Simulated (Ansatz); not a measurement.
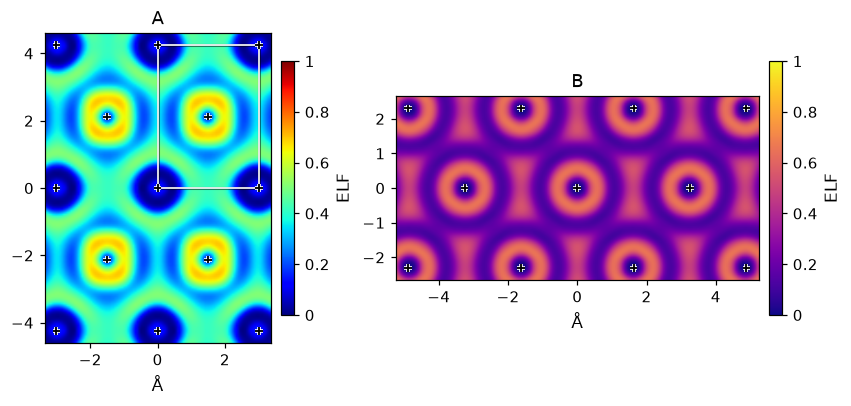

The electron localisation function of 2 systems, each on a plane through atoms (crosses mark nuclei in the plane).

Computed with DFT PBE, scalar-relativistic, plane waves, PAW in Ansatz 0.2.0.

System 1: Ti, the (110) plane of the conventional cell. Space group Im-3m; computed without spin polarisation.

```
Ti
1.0
     3.25551    0.00000    0.00000
     0.00000    3.25551    0.00000
     0.00000    0.00000    3.25551
Ti
2
Direct
  0.00000 0.00000 0.00000
  0.50000 0.50000 0.50000
```

System 2: AlRu, the (110) plane of the conventional cell. Space group Pm-3m; computed without spin polarisation.

**Match each panel to its system.**

Panel A is system 2, AlRu: the plane holds Al and Ru. Al–Ru (2.60 Å): the ELF is about 0.40 at the midpoint. Panel B is system 1, Ti: the plane holds Ti. Ti–Ti (2.82 Å): the ELF is about 0.15 at the midpoint: no shared electron pair shows on this line.
